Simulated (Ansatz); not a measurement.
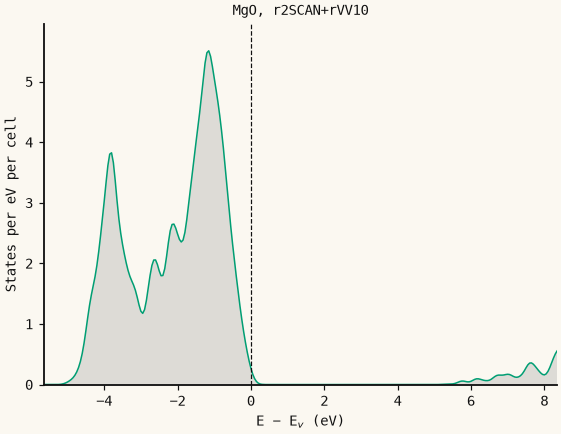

Density of states. Energies are counted from the top of the valence band. The curve is built from the levels of the k mesh with Gaussians 0.3 eV wide, which also blur the band edges.

System: MgO, space group P6_3/mmc (No. 194), 4 atoms in the cell, NiAs type.

```
Mg O
1.0
     2.91641    0.00000    0.00000
    -1.45820    2.52568    0.00000
     0.00000    0.00000    5.08239
Mg O
2 2
Cartesian
  0.0000 0.0000 0.0000
  0.0000 0.0000 2.5412
  0.0000 1.6838 1.2706
  1.4582 0.8419 3.8118
```

Computed with Ansatz 0.2.0: DFT, r2SCAN+rVV10, plane waves, PAW, no spin polarisation, 12×12×6 k mesh, 500 eV cutoff.

Question: Is there a gap at the Fermi level, and how wide?

Answer: There is a gap; over the k points computed it is 5.36 eV (direct among those points).

Question: Where is the tallest peak of the filled states in the window?

Answer: Within the window shown, the tallest peak of the filled states lies 1.1 eV under the valence-band top, at about 5.5 states per eV and cell.

Question: How wide is the upper valence band?

Answer: The upper group of valence states starts about 5.0 eV under the valence-band top, with a gap beneath it; it holds about 12 electrons a cell.
